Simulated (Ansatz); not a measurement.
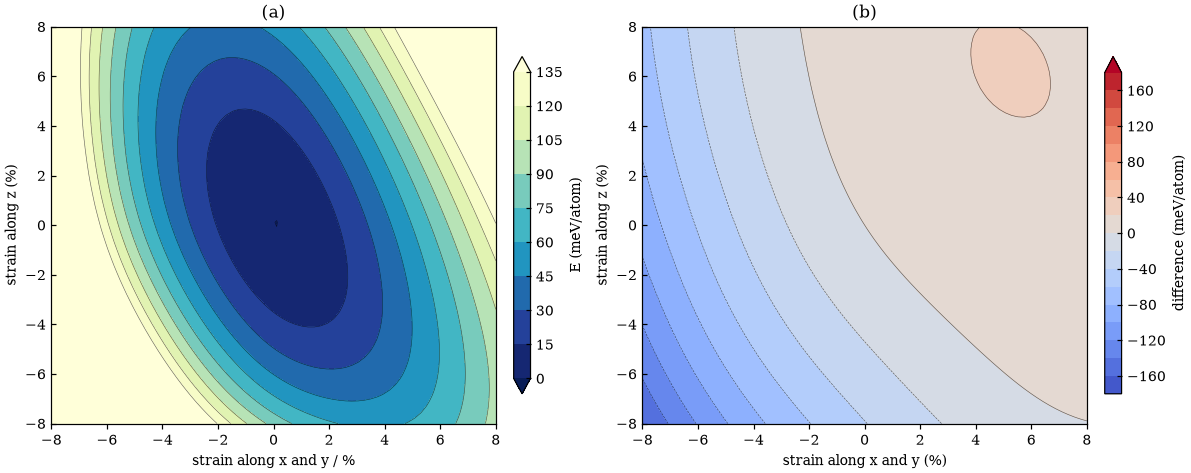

Ag (P6_3/mmc, No. 194; 2 atoms in the cell). 
- The cell is strained homogeneously, by one strain along x and y and another along z, with fractional coordinates fixed (x along [1 0 0], z along [0 0 1] of the conventional cell).
- First axis: strain along x and y. Second axis: strain along z.
- Grid: 5 × 5 points.
- Energies are in meV/atom, from each map's own lowest point.
- These are results of Ansatz 0.2.0, DFT PBEsol, scalar-relativistic, plane waves, PAW, not measurements. Settings: cutoff 420 eV, k-mesh 24×24×14 in the order of the run's cell vectors, gaussian smearing 0.15 eV, no spin polarisation.

Panel (a): DFT PBEsol, scalar-relativistic, plane waves, PAW in Ansatz. Panel (b): the map at Ansatz 0.2.0, DFT r2SCAN, scalar-relativistic, plane waves, PAW less the map of (a), each from its own lowest point. The reference cell is the one listed in the database, not relaxed at this level.

Q: How does the change of method alter the landscape?

A: The difference runs from −161 meV/atom at strain along x and y = −8 %, strain along z = −8 % to 20 meV/atom at strain along x and y = 4 %, strain along z = 8 %. The interpolated minimum moves from 0.0 to −1.0 % in strain along x and y and 0.0 to −0.8 % in strain along z.
